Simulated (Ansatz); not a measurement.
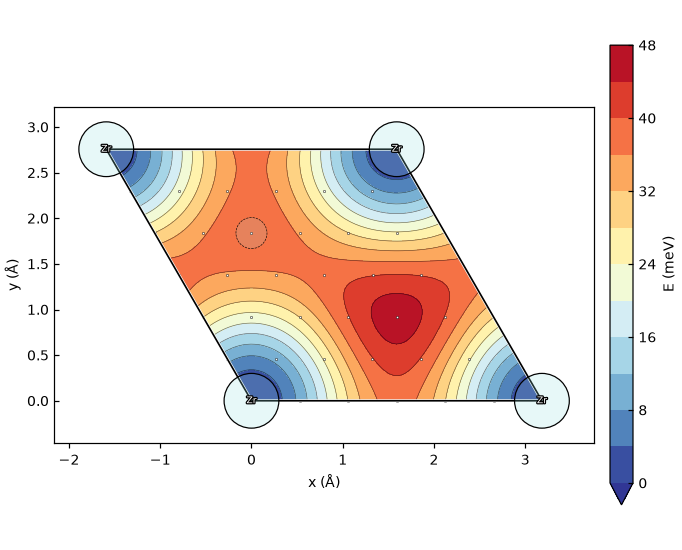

N₂ on a Zr(001) slab cut from the P6_3/mmc phase, its upper half relaxed before the scan (16 atoms of substrate and one adsorbate in a 2 × 2 cell). 
- N2 is moved over the surface cell at a fixed height above a rigid substrate; the origin of the map has the adsorbate above Zr13; the height is held at 3.60 Å.
- Places are given modulo a cell vector. The map is drawn in real space over the plane of the surface.
- The grid has 6 × 6 points; 10 points were computed and 26 follow by symmetry.
- Places are given in fractions of the 1 × 1 surface cell.
- Energies are in meV, from the lowest grid point.
- At a fixed height the lowest place need not be the adsorption site.
- These are results of DFT PBE+D3(BJ), scalar-relativistic, plane waves, PAW in Ansatz, not measurements. Settings: cutoff 420 eV, k-mesh 6×6×1, gaussian smearing 0.1 eV, no spin polarisation.

In the figure: filled contours, dots at the grid points, labelled circles for the atoms of the top layer and small ones for the second layer, the outline of one cell of the plane. Between grid points the surface is interpolated.

The lowest grid point is at the top site over a surface Zr atom, (0/6, 0/6) of the cell vectors. No other kind of well shows on this grid. The highest grid point, a threefold hollow, (4/6, 2/6) of the cell vectors, lies 45.7 meV above the lowest. On the interpolated surface the easiest way out of the lowest well to its copy in the next cell or period passes a barrier of about 37 meV.

The scan is repeated with another setting: the height is held at 3.00 Å; all else is set up alike.

Question: How does the landscape change?

Answer: The lowest place stays at the top site over a surface Zr atom, (0/6, 0/6) of the cell vectors. The span from the lowest to the highest grid point grows from 45.7 to 201.1 meV. The easiest pass out of the lowest well goes from about 37 to about 158 meV on the interpolated surfaces.

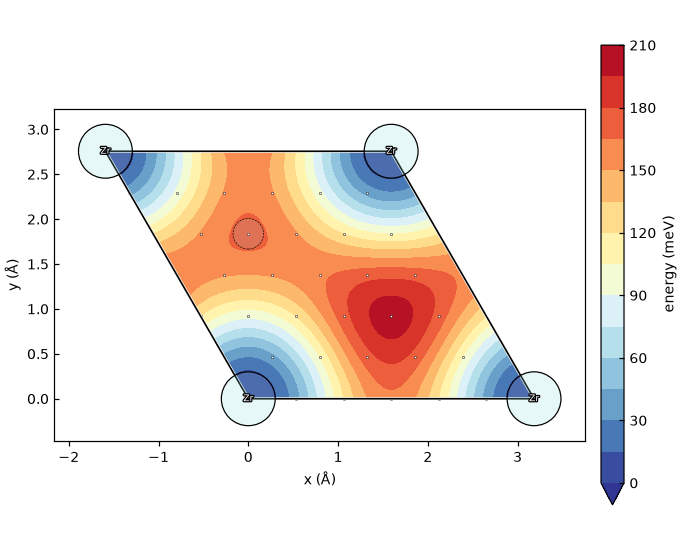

The map after the change, on a colour scale of its own. In the figure: filled contours, dots at the grid points, labelled circles for the atoms of the top layer and small ones for the second layer, the outline of one cell of the plane. Between grid points the surface is interpolated.
